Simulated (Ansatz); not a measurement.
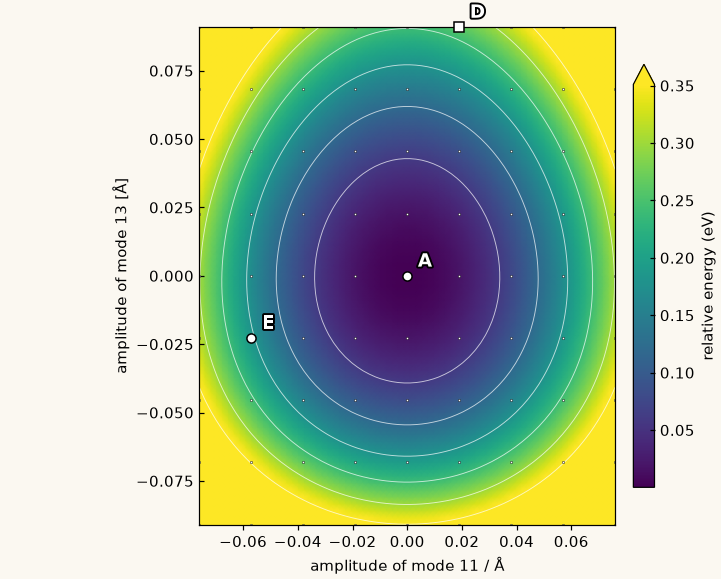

GaN (P6_3mc, No. 186; 8 atoms in the cell). The energy is mapped over two normal modes frozen in (zone-centre modes of the 8-atom cell of this scan, which folds in the wave vector (0, 1/2, 0) of the primitive cell). The first coordinate is: amplitude of mode 11 (318 cm⁻¹), largest displacement; the second: amplitude of mode 13 (538 cm⁻¹), largest displacement. Nothing is relaxed (the cell and all other modes fixed). The grid has 9 × 9 points; 45 points were computed and 36 follow by symmetry. Points are written as (first, second). Energies are in eV per cell, from the lowest grid point. Computed with Ansatz, DFT LDA, scalar-relativistic, plane waves, PAW. Settings: cutoff 520 eV, k-mesh 8×6×6 in the order of the run's cell vectors, gaussian smearing 0.05 eV, no spin polarisation.

The picture shows a smooth colour map with a few white contour lines, dots at the grid points, one colour for all values above the top of the scale, lettered points. Between grid points the surface is interpolated.

### Is E the lowest point of the computed grid?

No. E lies 0.187 eV above the lowest grid point, which is at (0.000 Å, 0.000 Å).

### What kind of point is each of A, E: minimum, saddle, maximum or slope?

A: minimum; E: on a slope. (In these two coordinates alone; a stationary point may lie a little off the grid point.)

PAW datasets: the set soft_1.
